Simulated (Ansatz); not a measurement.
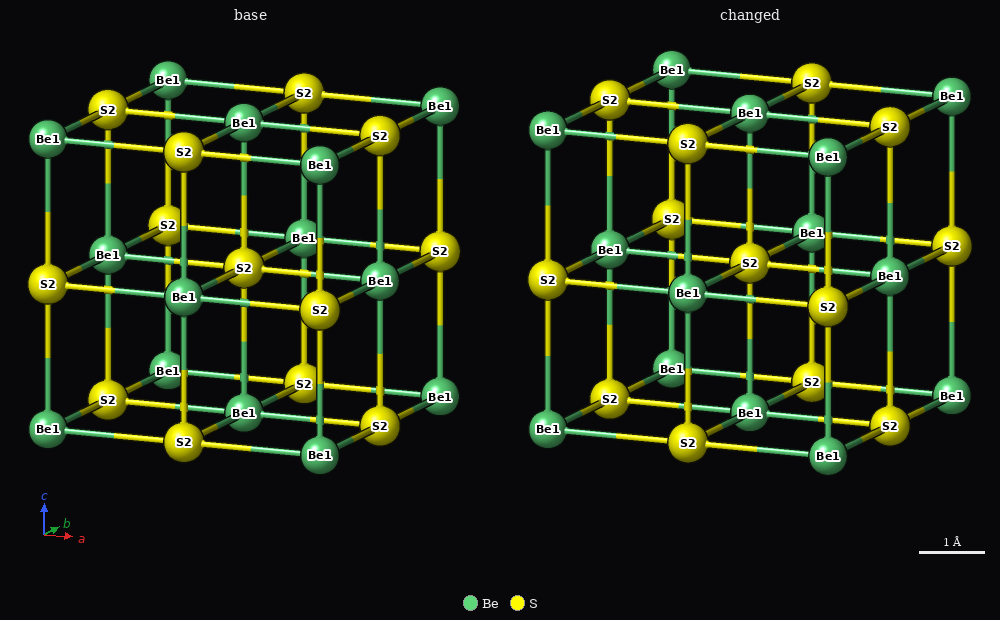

Left: crystalline BeS (built on the rocksalt type) at its r2SCAN-relaxed geometry. Right: the same structure after one change, at the same scale. Style: ball-and-stick. Shown: the conventional cell (4 times the calculation's cell), slightly off an axis. Lengths and directions refer to the drawn axes.

Theory: Ansatz, DFT, r2SCAN, plane waves, PAW. Set-up: plane-wave cutoff 500 eV; k-point mesh 10 × 10 × 10; occupations fixed; no spin polarisation.

Which change leads from the left to the right?

Answer. All lengths are scaled by +3.0 % (volume +9.3 %). The atoms were relaxed with r2SCAN under that strain, and this is a single point on that geometry.

And its effect?

Answer. Among the bonded contacts that change: Be–S 2.317 → 2.387 Å. The space group stays Fm-3m (No. 225). It costs 32.3 meV per atom. The pressure goes from 0.0 to −8.3 GPa. All forces vanish by symmetry.
